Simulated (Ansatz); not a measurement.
Input structure:

```
CELL_PARAMETERS angstrom
2.41169 0.00000 0.00000
0.00000 4.39221 0.00000
0.00000 0.00000 8.48342
ATOMIC_POSITIONS crystal
B 0.00000 0.32615 0.25000
B 0.50000 0.17385 0.75000
N 0.00000 0.34392 0.75000
N 0.50000 0.15608 0.25000
B 0.50000 0.82615 0.25000
B 0.00000 0.67385 0.75000
N 0.50000 0.84392 0.75000
N 0.00000 0.65608 0.25000
```

> Say what kind of structure these coordinates give.

The material is BN. Its lattice is base-centred orthorhombic, its space group Cmcm (No. 63). With Z = 4, the cell contains 4 B, 4 N. The coordination shell of B holds three N in a trigonal planar arrangement at 1.42 to 1.45 Å. N is surrounded by three B in a trigonal planar arrangement at 1.42 to 1.45 Å. The bonds build BN layers parallel to (001).

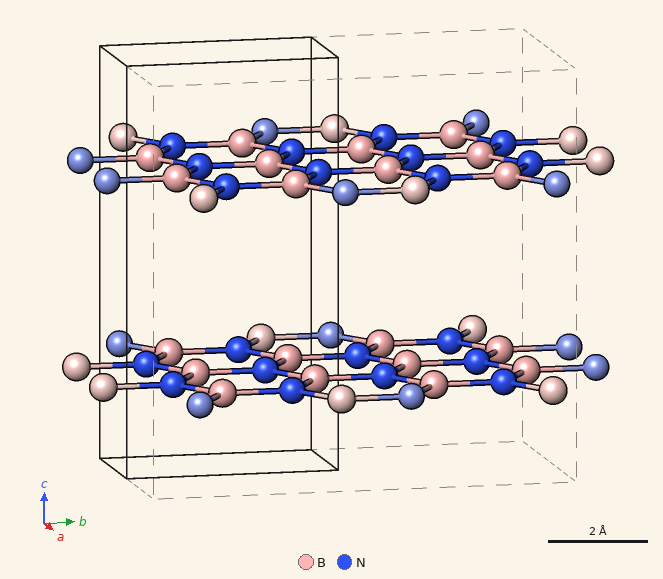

The image is a ball-and-stick drawing of a crystal, viewed slightly off an axis. The solid frame is a single conventional unit cell within a 2×2×1 block. Bonds that leave the box are completed with the atoms at their other ends, in fainter colours.

Its origin is a structure listed in the Materials Project. It was relaxed with DFT PBE, scalar-relativistic, plane waves, PAW in Ansatz under a constraint or pressure on the cell, so some stress remains.

At this level of theory the run's own cell isn't at rest (compressed, at 9 GPa), so its distances can differ from those at equilibrium, the more so the softer the solid.
